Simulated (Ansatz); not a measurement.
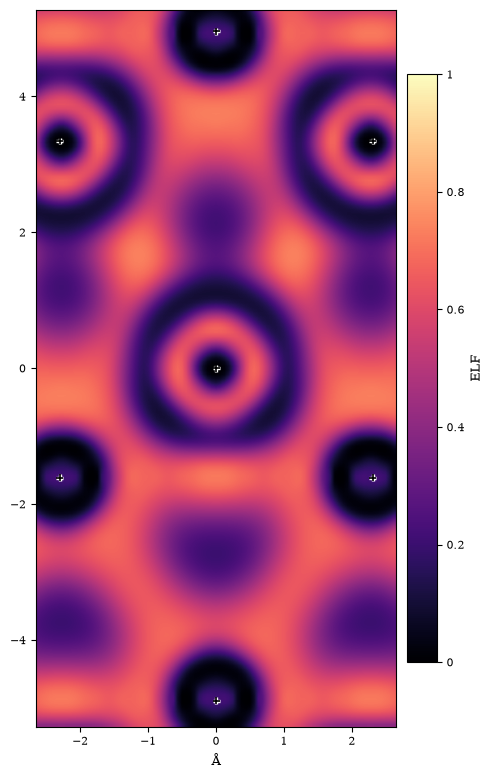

The ELF on a plane through atoms (crosses mark nuclei in the plane).

All numbers below come from DFT PBEsol, scalar-relativistic, plane waves, PAW in Ansatz.

Candidates:
A. Ti₃Al, a = 5.69 Å, b = 5.69 Å, c = 4.61 Å, α = 90.00°, β = 90.00°, γ = 120.00°. Space group P6₃/mmc; computed without spin polarisation.
B. Hf₃N₂, a = 3.19 Å, b = 3.19 Å, c = 23.12 Å, α = 90.00°, β = 90.00°, γ = 120.00°. Space group R-3m; a structure from a database of computed crystals, not necessarily the ambient phase.
C. SiMo₃, a = 4.86 Å, b = 4.86 Å, c = 4.86 Å, α = 90.00°, β = 90.00°, γ = 90.00°. Space group Pm-3n; a structure from a database of computed crystals, not necessarily the ambient phase; computed without spin polarisation.

**Which candidate gave the map?**

Candidate A: Ti₃Al on the (110) plane of the conventional cell, which holds Ti and Al. Ti–Al (2.81 Å): the ELF is about 0.35 at the midpoint.
